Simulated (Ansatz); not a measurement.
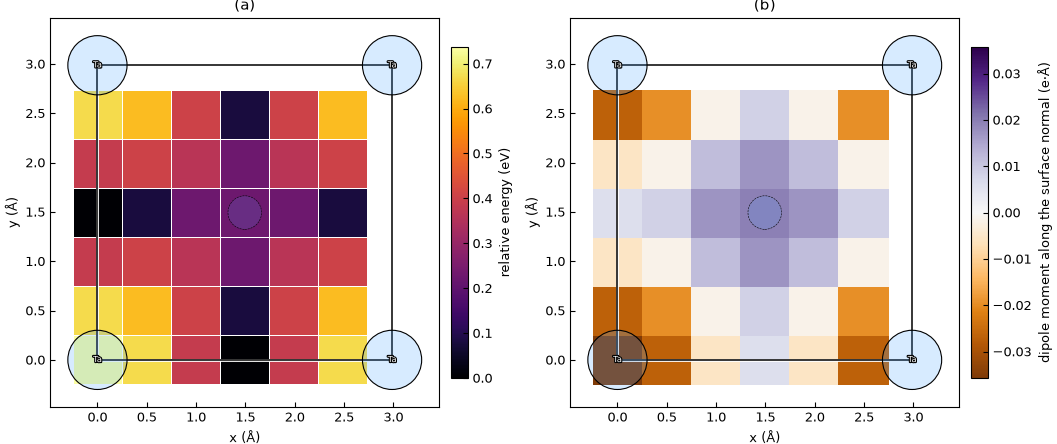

H on a Ta(100) slab cut from the Fm-3m phase, its upper half relaxed before the scan (12 atoms of substrate and one adsorbate in a 2 × 2 cell). H is moved over the surface cell; relaxed at each place: the height of the adsorbate's atoms; substrate rigid; the origin of the map has the adsorbate above Ta9. Places are given modulo a cell vector. The map is drawn in real space over the plane of the surface. The scan uses a 6 × 6 grid; 10 points were computed and 26 follow by symmetry. Places are given in fractions of the 1 × 1 surface cell. Energies: eV, counted from the lowest grid point. The calculation used DFT PBE, scalar-relativistic, plane waves, PAW in Ansatz. Settings: cutoff 420 eV, k-mesh 5×5×1, gaussian smearing 0.1 eV, no spin polarisation.

Panel (a) is the energy; panel (b) is the computed dipole moment along the surface normal, in e·Å.

In the figure: one coloured cell a grid point, labelled circles for the atoms of the top layer and small ones for the second layer, the outline of one cell of the plane.

**How does the dipole moment along the surface normal vary over the map, and what is it at the lowest grid point?**

It runs from −0.04 e·Å at the top site over a surface Ta atom, (0/6, 0/6) of the cell vectors to 0.02 e·Å at a fourfold hollow over a second-layer Ta atom, (3/6, 3/6) of the cell vectors. At the lowest grid point, a bridge site between two Ta atoms, (0/6, 3/6) of the cell vectors, it is 0.01 e·Å.

| second ↓, first → | 0/6 | 1/6 | 2/6 | 3/6 | 4/6 | 5/6 |
| --- | --- | --- | --- | --- | --- | --- |
| 5/6 | −0.03 | −0.02 | 0.00 | 0.01 | 0.00 | −0.02 |
| 4/6 | −0.01 | 0.00 | 0.01 | 0.02 | 0.01 | 0.00 |
| 3/6 | 0.01 | 0.01 | 0.02 | 0.02 | 0.02 | 0.01 |
| 2/6 | −0.01 | 0.00 | 0.01 | 0.02 | 0.01 | 0.00 |
| 1/6 | −0.03 | −0.02 | 0.00 | 0.01 | 0.00 | −0.02 |
| 0/6 | −0.04 | −0.03 | −0.01 | 0.01 | −0.01 | −0.03 |

PAW datasets: the set soft_1.
